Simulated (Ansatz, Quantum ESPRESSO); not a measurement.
# Complex bands of GaN, zinc blende type, lattice constant set to 4.481 Å, part 4 of 4

How good a tunnel barrier is GaN, zinc blende type, lattice constant set to 4.481 Å?

Quantum ESPRESSO 7.5; plane-wave DFT, LDA, GBRV ultrasoft pseudopotentials; cross-check by Ansatz 0.2.0 with PAW datasets.

So far. Step 2 (SCF with pw.x): The run needed 11 iterations to bring the estimated error under 1e-09 Ry.

### 6. Cross-check with Ansatz

A second code with its own PAW datasets, on the same atoms.

Level of this step: plane-wave DFT, LDA, Ansatz PAW (Ansatz 0.2.0).

Input file input.yaml:

```yaml
crystal:
  lattice:
    - [3.1685454865, 0.0, 0.0]
    - [0.0, 3.1685454865, 0.0]
    - [0.0, 0.0, 4.481]
  atoms:
    - { symbol: Ga, position: [0.0, 0.0, 0.0] }
    - { symbol: "N", position: [0.5, 0.0, 0.25] }
    - { symbol: Ga, position: [0.5, 0.5, 0.5] }
    - { symbol: "N", position: [0.0, 0.5, 0.75] }
kpoints:
  mp_grid: { grid: [8, 8, 6] }
hamiltonian:
  xc: lda
scf:
  occupations: { method: fixed }
  convergence: { dr2_threshold: 1.0e-09 }
output:
  transmission:
    leads: [[0, 0]]
    kpoints: [[0, 0], [0.5, 0], [0.5, 0.5], [0.25, 0]]
    e_range: [-2.04, 4.93]
    de: 0.17
```

Command:

```console
$ ansatz run input.yaml --threads 2 --pin off --max-ram 4096MiB --backend cpu --events-out ev --progress --plain --runs-dir out
```

Numbers of over 12 decimals in the logs are rounded to 6 here.

Log:

```text
Engine: ansatz 0.2.0, x86_64-unknown-linux-gnu
Pseudopotentials: kind: paw
Pseudopotential: Ga, paw, valence charge 13, recommended cutoff 420 eV (normal), Ga.paw.azcp
Pseudopotential: N, paw, valence charge 5, recommended cutoff 420 eV (normal), N.paw.azcp
Functional definition: SPW92
  exchange = slater_x
  correlation = pw_c
Crystal: 4 atoms, lattice volume = 44.988 Å³
Basis set: ecut = 420 eV, 903 PW (Γ)
Bands: 22, of which v1, the nominal top of the filled ones, is band 18 counted from 1 (17 counted from 0)
Symmetry: 16 space group operations
Space group: F-43m (ITA 216), of the structure as read, at distance tolerance 3.6e-5 Å
k-points: 60 of 384 (time reversal used)
Non-local potential: Ga, projectors of the file, l = 0: 2, l = 1: 2, l = 2: 3, l = 3: 1
Non-local potential: N, projectors of the file, l = 0: 2, l = 1: 2, l = 2: 1
PAW form: soft (Blöchl's): semilocal exchange-correlation on the pseudo side does not see the compensation charge
PAW frozen core: Ga, regenerated for the run's functional, and the local potential with it (the file was generated under x = pbe(κ = 0.804, μ = 0.219515), c = pbe(β = 0.066725))
PAW frozen core: N, regenerated for the run's functional, and the local potential with it (the file was generated under x = pbe(κ = 0.804, μ = 0.219515), c = pbe(β = 0.066725))
PAW one-centre angular grid: Ga, 590 points (default); XC on 64 Gauss nodes
PAW one-centre angular grid: N, 110 points (default); XC on 64 Gauss nodes
Initial density: superposition of atomic densities (neutral atoms: chi_scale 0, normalization atom), corrected by the library's trained network
Initial wavefunctions: pseudopotential atomic-orbital guess
Functional: x = slater, c = lda
SCF iter   1: F=—  HF=-8164.180231 eV  |F-HF|=—  |Δ(HF+E_count)|=         —  Δρ=1.31e-2  dr2=7.37e-2  ethr=1.77e-3  ⟨swp⟩=4.4  Hψ=4633  notcnv=0  defer=78
preconditioner: auto → none  [insulator: Δε(μ)=1.741 eV  Ē_g=16.546 eV  n_scr=14 (ndim 8)  ℏωp=33.2 eV  f_vac=0.000  ε∞_Penn≈5.0]
SCF iter   2: F=—  HF=-8164.162728 eV  |F-HF|=—  |Δ(HF+E_count)|=   1.75e-2  Δρ=6.52e-3  dr2=1.34e-2  ethr=2.05e-4  ⟨swp⟩=2.2  Hψ=2404  notcnv=0  defer=120
SCF iter   3: F=—  HF=-8164.158653 eV  |F-HF|=—  |Δ(HF+E_count)|=   4.07e-3  Δρ=1.68e-3  dr2=5.13e-4  ethr=3.71e-5  ⟨swp⟩=2.0  Hψ=1850  notcnv=0  defer=120
SCF iter   4: F=—  HF=-8164.158453 eV  |F-HF|=—  |Δ(HF+E_count)|=   2.00e-4  Δρ=5.84e-4  dr2=4.77e-5  ethr=1.42e-6  ⟨swp⟩=2.8  Hψ=2490  notcnv=0  defer=119
SCF iter   5: F=—  HF=-8164.158423 eV  |F-HF|=—  |Δ(HF+E_count)|=   2.97e-5  Δρ=3.56e-5  dr2=2.49e-7  ethr=1.32e-7  ⟨swp⟩=2.0  Hψ=2324  notcnv=0
SCF iter   6: F=—  HF=-8164.158429 eV  |F-HF|=—  |Δ(HF+E_count)|=   5.80e-6  Δρ=8.38e-6  dr2=1.34e-8  ethr=6.93e-10  ⟨swp⟩=2.5  Hψ=2365  notcnv=0
SCF iter   7: F=-8164.158429 eV  HF=-8164.158429 eV  |F-HF|=1.18e-10  |Δ(HF+E_count)|=   3.37e-9  Δρ=1.66e-6  dr2=5.33e-10  ethr=2.78e-12  ⟨swp⟩=4.0  Hψ=4751  notcnv=0
SCF 1 converged in 7 iterations: F = -8164.158429 eV  dr2 = 5.33e-10
  greatest PAW one-centre occupation: 0.996 electrons in one spin orbital (limit 2), on the Ga atom at site 2 (counted from 0), in its partial waves of l = 2
transmission: 6 of 24 steps passed
transmission: 12 of 24 steps passed
transmission: 18 of 24 steps passed
transmission: 24 of 24 steps passed
SCF converged after 7 iterations
Free energy (F): -8164.158429 eV
Harris-Foulkes:  -8164.158429 eV  (|F-HF|=1.18e-10)
Internal energy: -8164.158429 eV  (E = F + TS)
E sigma→0 (E₀):  -8164.158429 eV
Fermi energy:    9.546353 eV
--- Per-component energies (eV) ---
  E_band       = -17.792938
  E_kinetic    = 494.449060
  E_local      = -3879.291408  (includes V_loc(G=0)·N_el)
  E_nonlocal   = 955.116935
  E_hartree    = 1781.126217
  E_xc         = -255.910191
  E_vxc        = -268.706136  (∫ρ·V_xc dr)
  E_paw        = -4069.974033  (= ΣΔE_a)
  E_vpaw       = -881.613283  (= ΣTr[D̂ρ^β])
  E_aug_tail   = 0.000184  (compensation charges beyond the density's cutoff)
  E_ewald      = -3193.292241
  E_core_change = 3.617048  (= ΣΔE_core)
  E_smearing   = -0.000000  (= −TS)
  E_closure    = 0.000000  (closes the sum)
  Σ components = -8164.158429   (vs F -8164.158429, Δ=0.00e0)
--- Band table (eV; the first three rows and the last of 60) ---
  k-point 0: bands = [... 14 lower, 6.7541, 9.5463, 9.5464, 9.5464, 11.3917, 12.8112, 16.1256, 19.7728]
  k-point 1: bands = [... 14 lower, 6.9112, 8.7281, 9.3155, 9.3155, 12.2306, 13.0720, 16.2274, 19.1581]
  k-point 2: bands = [... 14 lower, 7.3560, 7.4323, 8.7273, 8.7273, 13.4564, 13.7253, 16.4618, 17.9180]
  k-point 59: bands = [... 14 lower, 5.7308, 5.7308, 5.7722, 5.7722, 15.7017, 15.7017, 17.9440, 17.9440]
--- Transmission ---
  basis      : 89 plane waves across, 6 finite elements along
  points     : 4, as listed
  energies   : 42 from -2.040000 to 4.930000 eV about the Fermi level, 0.170000 eV apart; the leads are filled to 0.922659 eV, and channels, transmission and decay are at 0.850000 eV
  crystal 0  : N2Ga2, at the sites [0, 0], period 4.4810 Å: whole cells are its period
    offset         : up to 0.0000 Å between an atom of the period and one for which it stands
    channels       : 0.000000e0 a spin
    conductance    : none, the energies end too early or step too widely for 300 K: set another output.transmission.e_range or a lower de, or, where they end at an eighth of basis.ecutwfc, a higher one
    slowest decay  : 0.1427 /Å at (0.0000, 0.0000)
```

Run time: 5.7 s. Hardware: 2 threads of Intel Xeon Platinum 8488C (Sapphire Rapids), shared host; peak memory 0.41 GiB.

This step gave:

* free energy: -8164.1584 eV
* gap by band count: 1.845 eV
* symmetry operations: 16
* slowest decay at the grid energy nearest mid-gap: 0.1427 Å⁻¹
* peak of the smallest κ at the zone centre: 0.1427 Å⁻¹
* peak of the smallest κ at (1/2, 0): 0.3798 Å⁻¹
* peak of the smallest κ at (1/4, 0): 0.3792 Å⁻¹
* valence top, on the run's zero: 9.546 eV

K across = (0, 0) in the cell's reciprocal vectors; values within 0.0025 1/Å of each other count once, columns are sorted by size at each energy, a dash where no further value was kept. Table of Im kz of the slowest decaying states by energy, zero at the highest filled level of the SCF mesh:

| energy (eV) | decay 1 (Å⁻¹) | decay 2 (Å⁻¹) | decay 3 (Å⁻¹) |
| --- | --- | --- | --- |
| -2.04 | 1.04 | - | - |
| -1.53 | 0.974 | - | - |
| -1.02 | 0.908 | - | - |
| -0.51 | 0.843 | - | - |
| 0.00 | 0.00916 | 0.0179 | 0.779 |
| 0.17 | 0.0837 | 0.193 | 0.757 |
| 0.68 | 0.138 | 0.368 | 0.690 |
| 1.19 | 0.137 | 0.465 | 0.619 |
| 1.70 | 0.0768 | 0.532 | 0.540 |
| 2.21 | 0.447 | 0.581 | 1.28 |
| 2.72 | 0.325 | 0.618 | 1.19 |
| 3.40 | 0.654 | 1.07 | - |
| 3.91 | 0.671 | 0.979 | 1.49 |
| 4.42 | 0.683 | 0.884 | 1.45 |
| 4.93 | 0.161 | 0.689 | 0.779 |

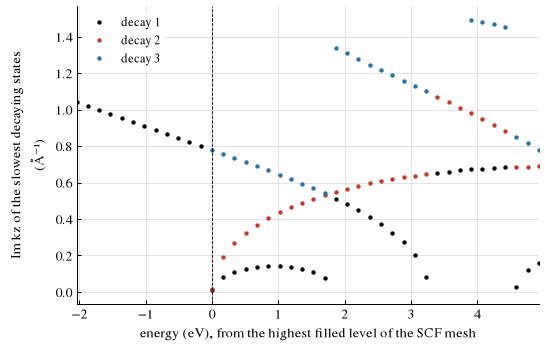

Im kz of the slowest decaying states, plotted against energy.

K across = (0, 0) in the cell's reciprocal vectors. The Re kz of states that move upwards by energy, zero at the highest filled level of the SCF mesh:

| energy (eV) | channel 1 (Å⁻¹) | channel 2 (Å⁻¹) | channel 3 (Å⁻¹) |
| --- | --- | --- | --- |
| -2.040 | -0.454 | 0.527 | 0.527 |
| -1.530 | -0.698 | -0.698 | -0.363 |
| -1.020 | -0.533 | -0.533 | -0.271 |
| -0.510 | -0.356 | -0.356 | -0.172 |
| 0.000 | - | - | - |
| 0.510 | - | - | - |
| 1.020 | - | - | - |
| 1.530 | - | - | - |
| 2.040 | 0.0975 | - | - |
| 2.550 | 0.208 | - | - |
| 3.060 | 0.303 | - | - |
| 3.570 | 0.254 | 0.398 | - |
| 4.080 | 0.435 | 0.506 | - |
| 4.420 | 0.555 | 0.603 | - |

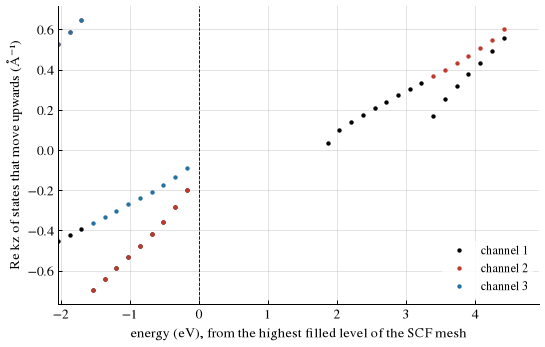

Re kz of states that move upwards against energy.

K across = (1/2, 0) in the cell's reciprocal vectors; values within 0.0025 1/Å of each other count once, columns are sorted by size at each energy, a dash where no further value was kept. The Im kz of the slowest decaying states by energy, zero at the highest filled level of the SCF mesh:

| energy (eV) | decay 1 (Å⁻¹) | decay 2 (Å⁻¹) | decay 3 (Å⁻¹) |
| --- | --- | --- | --- |
| -2.040 | 0.988 | - | - |
| -1.530 | 0.800 | - | - |
| -1.020 | - | - | - |
| -0.510 | 0.210 | 0.751 | 1.47 |
| 0.000 | 0.285 | 0.870 | 1.39 |
| 0.510 | 0.331 | 0.927 | 1.32 |
| 1.020 | 0.360 | 0.957 | 1.25 |
| 1.530 | 0.376 | 0.972 | 1.18 |
| 2.040 | 0.380 | 0.976 | 1.12 |
| 2.550 | 0.371 | 0.973 | 1.05 |
| 3.060 | 0.348 | 0.965 | 0.985 |
| 3.570 | 0.308 | 0.918 | 0.951 |
| 4.080 | 0.239 | 0.849 | 0.932 |
| 4.420 | 0.158 | 0.803 | 0.918 |

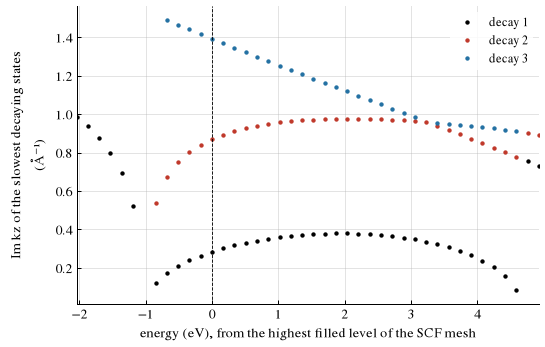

Im kz of the slowest decaying states against energy.

K across = (1/2, 1/2) in the cell's reciprocal vectors; values within 0.0025 1/Å of each other count once, columns are sorted by size at each energy, a dash where no further value was kept. The Im kz of the slowest decaying states by energy, zero at the highest filled level of the SCF mesh:

| energy (eV) | decay 1 (Å⁻¹) | decay 2 (Å⁻¹) |
| --- | --- | --- |
| -2.040 | 0.302 | 0.347 |
| -1.530 | 0.355 | 0.420 |
| -1.020 | 0.382 | 0.467 |
| -0.510 | 0.394 | 0.499 |
| 0.000 | 0.395 | 0.520 |
| 0.510 | 0.385 | 0.533 |
| 1.020 | 0.366 | 0.539 |
| 1.530 | 0.336 | 0.539 |
| 2.040 | 0.294 | 0.534 |
| 2.550 | 0.233 | 0.523 |
| 3.060 | 0.129 | 0.508 |
| 3.570 | 0.487 | - |
| 4.080 | 0.459 | - |
| 4.420 | 0.437 | - |

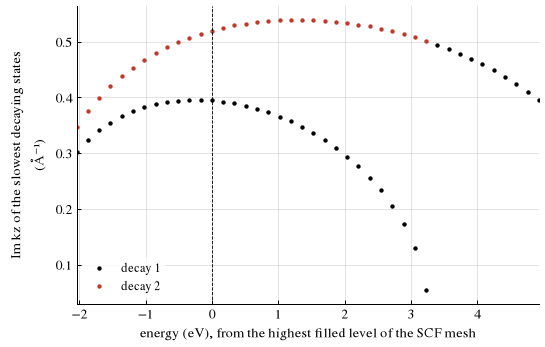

Im kz of the slowest decaying states against energy.

K across = (1/4, 0) in the cell's reciprocal vectors; values within 0.0025 1/Å of each other count once, columns are sorted by size at each energy, a dash where no further value was kept. Im kz of the slowest decaying states against energy, zero at the highest filled level of the SCF mesh:

| energy (eV) | decay 1 (Å⁻¹) | decay 2 (Å⁻¹) | decay 3 (Å⁻¹) |
| --- | --- | --- | --- |
| -2.04 | 0.156 | 1.37 | - |
| -1.53 | 0.150 | 1.29 | - |
| -1.02 | 1.21 | - | - |
| -0.51 | 0.0584 | 1.14 | - |
| 0.00 | 0.235 | 0.272 | 1.07 |
| 0.17 | 0.263 | 0.358 | 1.04 |
| 0.68 | 0.323 | 0.525 | 0.972 |
| 1.19 | 0.358 | 0.636 | 0.902 |
| 1.70 | 0.376 | 0.724 | 0.831 |
| 2.21 | 0.378 | 0.758 | 0.802 |
| 2.72 | 0.365 | 0.682 | 0.885 |
| 3.40 | 0.310 | 0.570 | 1.02 |
| 3.91 | 0.170 | 0.469 | 1.00 |
| 4.42 | 0.337 | 0.370 | 0.986 |
| 4.93 | 0.448 | 0.964 | 1.11 |

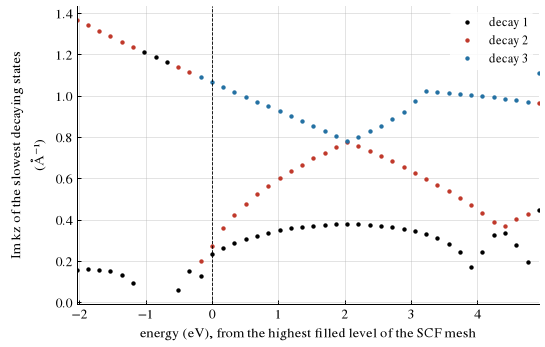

Im kz of the slowest decaying states, plotted against energy.

### 7. By hand

T falls as exp(−2κd). With κ = 0.143 1/Å, 10 Å of barrier pass exp(−2 × 0.143 × 10) = 0.057 of that channel, interfaces aside.

### 8. Results

* gap on the SCF mesh: 1.85 eV
* smallest κ at mid-gap among the four k points, at the zone centre: 0.143 Å⁻¹
* peak of the smallest κ in the stop band at the zone centre: 0.143 Å⁻¹
* peak of the smallest κ in the stop band at (1/2, 0): 0.380 Å⁻¹
* peak of the smallest κ in the stop band at (1/4, 0): 0.379 Å⁻¹
* energy of the peak at the zone centre, over the highest filled level: 0.85 eV
* peak at the zone centre by Ansatz: 0.143 Å⁻¹

**Reading.** With a gap of 1.85 eV on the mesh, the smallest κ at mid-gap among the four k points, at the zone centre is 0.143 Å⁻¹ (LDA, GBRV ultrasoft). For a barrier with the Fermi level at mid-gap the slowest state found, at the zone centre, loses a factor of ten in probability every 8.1 Å or so. Stop bands away from the zone centre are mostly wider than the gap, so their peaks can lie above the conduction bottom. At the zone centre pwcond's peak is 0.143 and Ansatz's 0.143 1/Å, 0 % apart. The cell is the a/√2 one, turned by 45°, with two primitive cells, so X along [001] folds onto kz = 0. A semilocal gap is too small, often by a third to a half and by more in narrow-gap crystals, so real barriers decay faster. Spin-orbit coupling is left out; depending on the atoms that carry the levels of interest, it can split and shift them by some tens of meV.

[Logs are printed without paths, hosts, clocks, repeated set-up lines and the standing remarks that a program may print on its own settings, such as how far it seeks lower states.]

[Hosts, paths, dates, database ids (printed as entryN), source tags and the programs' standing remarks are cut or masked in the printed files.]

[Maps of the electrostatic potential energy from Ansatz leave out the sawtooth potential of an applied field or a dipole correction, so their vacuum need not be flat; planar profiles and work functions include it.]
